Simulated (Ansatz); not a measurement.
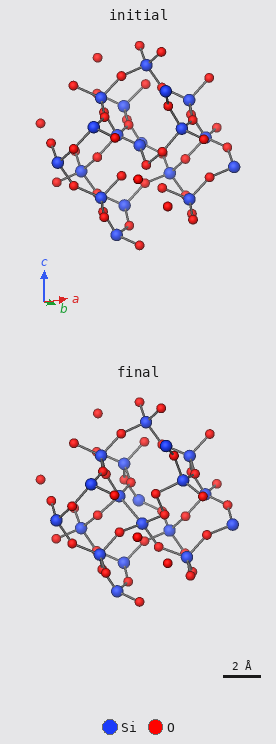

The structure of a defect cell of composition Si$_{24}$O$_{48}$ before (top) and after (bottom) a relaxation, at one scale.

The picture is a ball-and-stick view of the atoms within 5.8 Å of the atom that moves most (axes of the cell of the calculation (origin shifted)), seen from a free direction.

Theory: Ansatz 0.2.0, DFT, PBEsol, PAW, plane waves. (plane-wave cutoff 420 eV; k-point mesh 1 × 1 × 1; mesh shifted by (0.25, 0.25, 0.25); no spin polarisation; atoms relaxed in a fixed cell; force threshold 0.03 eV/Å; at most 80 steps)

What changed between the two?

Answer. The largest move is that of a Si atom, 1.34 Å along [1 −1 −3]. By element the largest moves are Si 1.34 Å, O 1.18 Å. The cell doesn't change. Among the contacts that change: O–Si 2.674 → 1.634 Å, O–O 1.604 → 2.621 Å, Si–Si 4.010 → 3.052 Å, Si–Si 3.928 → 3.037 Å. New bonds form: O–Si (2.67 → 1.63 Å), O–Si (2.67 → 1.64 Å). Bond angles that change, for instance: Si–O–O 142.2° → 94.9°, Si–Si–O 142.9° → 124.4°, Si–Si–O 108.5° → 124.2°. Over 21 geometry steps the energy falls by 21.007 eV per cell of the calculation. Largest force component: 27 eV/Å at the start, 0.0054 eV/Å at the end.
